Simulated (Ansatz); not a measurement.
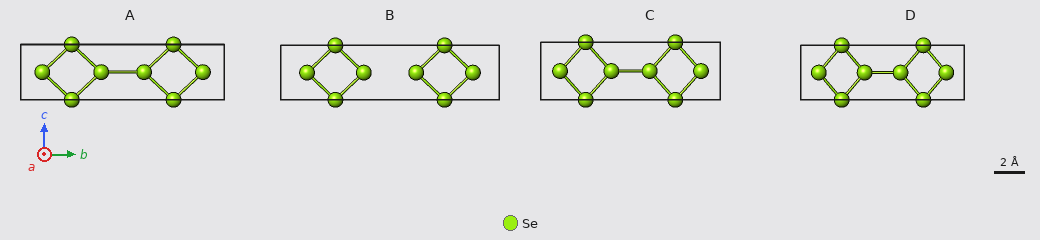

4 geometries from one relaxation of solid Se (a generated structure, set up in Cmmm) (coarse preliminary run), in shuffled order. Style: ball-and-stick. Shown: the conventional cell (2 times the calculation's cell), along the a axis. Lengths and directions refer to the drawn axes.

Computed with DFT PBE, scalar-relativistic, plane waves, PAW in Ansatz 0.2.0. Set-up: plane-wave cutoff 420 eV; k-point mesh 4 × 4 × 6; occupations gaussian; smearing width 0.1 eV; no spin polarisation; cell and atoms relaxed; force threshold 0.04 eV/Å; at most 70 steps.

Order the frames from highest to lowest energy.

D, C, A, B. They are steps 0, 2, 5, 16, at +1302 meV per atom, +292 meV per atom, +50.5 meV per atom relative to the last. The largest moves relative to the cell, 0.27 Å, are those of Se atoms. The volume changes by +51.2 %, with a 5.160 → 5.848 Å (+13.3 %), b 11.005 → 14.701 Å (+33.6 %), c 3.667 → 3.662 Å (−0.1 %). Among the contacts that change: Se–Se 3.259 → 4.579 Å, Se–Se 2.418 → 3.527 Å, Se–Se 2.186 → 2.919 Å, Se–Se 3.110 → 3.823 Å. Bonds break: Se–Se (2.42 → 3.53 Å). Bond angles that change, for instance: Se–Se–Se 80.6° → 92.5°, Se–Se–Se 99.4° → 87.5°, Se–Se–Se 94.7° → 90.1°. The space group (tolerance 0.01 Å) goes from Cmmm (No. 65) to Pmmm (No. 47). The energy falls by 1302 meV per atom in 12 accepted moves (16 points after the start). The largest force component goes from 4 to 0.015 eV/Å. Pressure: 57.52 GPa at the start and 0.07 GPa at the end. The line search rejected the trial steps at points 7, 9 of the run. At 2 points the geometry stayed and the basis and grid were re-selected for the new cell (energy shift of 19.4 meV per atom at most each time).
